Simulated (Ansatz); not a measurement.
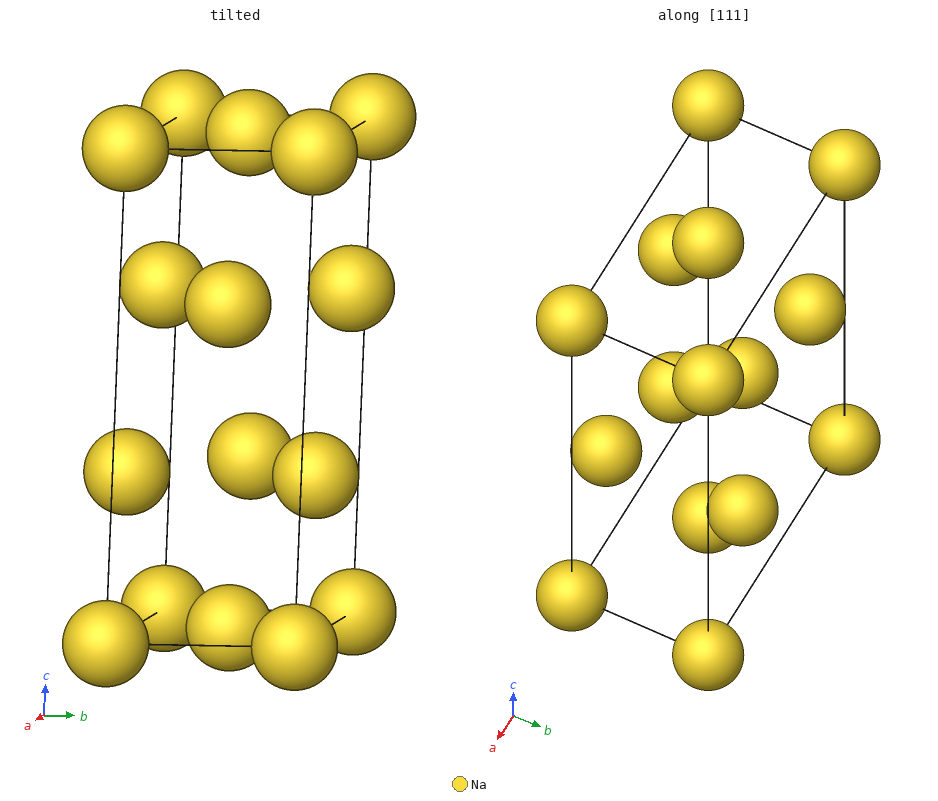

The image is a spheres-only drawing of a crystal, viewed slightly off an axis and along [111]. The lines enclose the conventional unit cell; boundary atoms appear with their images. Cell: a = 6.511 Å, b = 3.716 Å, c = 9.675 Å, α = 90.00°, β = 103.16°, γ = 90.00°.

- The element is sodium.
- Symmetry: C2/m (No. 12), base-centred monoclinic lattice.
- The cell holds six atoms.
- Na takes two kinds of site: 2a with twelve Na in a cuboctahedral arrangement at about 3.7 to 3.9 Å; 4i with eleven Na at about 3.7 to 3.9 Å.

The structure comes from a structure listed in the Materials Project. The cell was then strained or its atoms displaced on purpose. An electronic-structure calculation with Ansatz was run on it.
